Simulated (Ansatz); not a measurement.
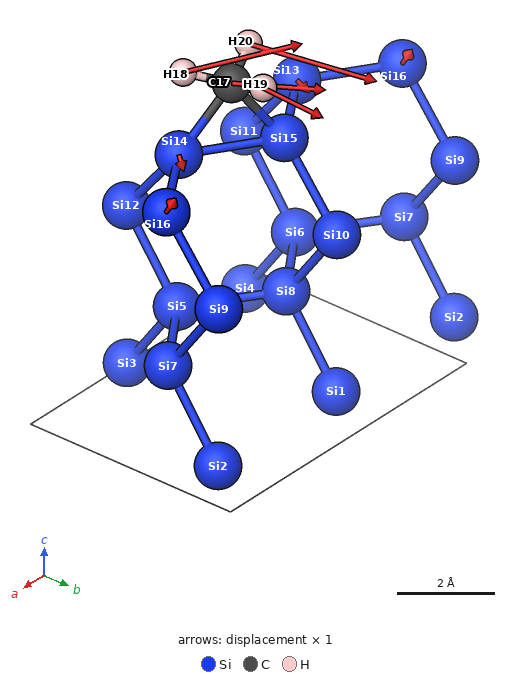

This is a constrained relaxation of a slab of composition Si₁₆H₃C (cut from the Fd-3m phase). The starting structure is drawn; red arrows show the displacements, at their true length.

Style: ball-and-stick. Shown: the cell of the calculation, outlined in the plane, without the vacuum (origin shifted), from a free direction.

Case: CH3 put at a bridge Si-Si site. The slab is the (1 1 0) face of Si with CH3 on it. 8 atoms are held fixed.

These are results of Ansatz 0.2.0, DFT PBE+D3(BJ), scalar-relativistic, plane waves, PAW, not measurements. Set-up: plane-wave cutoff 420 eV; k-point mesh 4 × 6 × 1; occupations gaussian; smearing width 0.05 eV; collinear spin; dipole correction; atoms relaxed in a fixed cell; force threshold 0.03 eV/Å; at most 70 steps.

**Atoms of which element are displaced furthest, and by how much?**

Hydrogen: up to 2.90 Å, against 2.03 Å for carbon.

**Describe the change and its energy.**

Over 24 geometry steps the energy falls by 3.331 eV per cell of the calculation. The largest force component goes from 2.6 to 0.029 eV/Å. The forces were under the threshold at step 22, but the run went on from there. The largest move is that of H20, 2.90 Å within the plane. By element the largest moves are H 2.90 Å, C 2.03 Å, Si 0.56 Å. The cell stays as it was. Among the contacts that change: Si14–H18 1.921 → 3.802 Å, Si14–C17 1.920 → 3.539 Å, Si9–Si16 2.303 → 2.411 Å, Si10–Si15 2.303 → 2.359 Å. Bond angles that change, for instance: Si10–Si15–C17 146.4° → 109.1°, Si15–C17–H18 146.2° → 110.9°, Si9–Si16–Si13 109.9° → 86.0°. The run may lie on a higher electronic state than the lowest, so the end point isn't shown to be the ground-state structure.

Limits of the set-up: the periodic images lie only 5.4 Å apart, so the values are limited by the cell's size.
